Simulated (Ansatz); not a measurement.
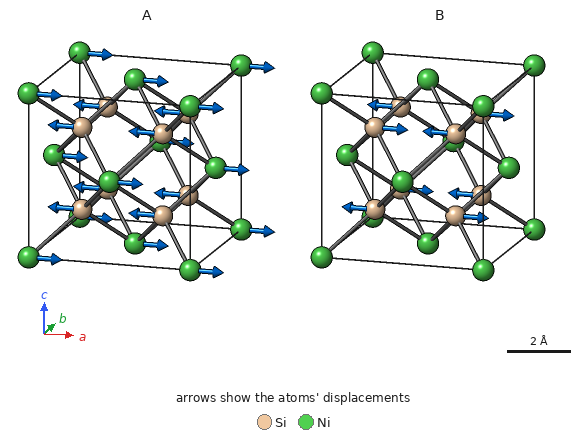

Modes of a crystal of Si$_{2}$Ni, space group Fm-3m (No. 225), at the zone centre (one member of each degenerate set). The blue arrows give the relative displacements of the atoms. A ball-and-stick model of the conventional cell (4 times the calculation's cell), seen slightly off an axis. Lengths and directions refer to the drawn axes.

Computed with Ansatz 0.2.0, DFT PBE, scalar-relativistic, plane waves, PAW.

The frequencies depend somewhat on the k-mesh and the smearing.

Question: Give the symmetry species and the selection rules of each.

Answer: A is T₁u, infrared-active by symmetry (296 cm⁻¹). B is T₂g, Raman-active by symmetry (314 cm⁻¹). The crystal has a centre of inversion, so no mode is both. In a metal the free carriers screen the infrared response.
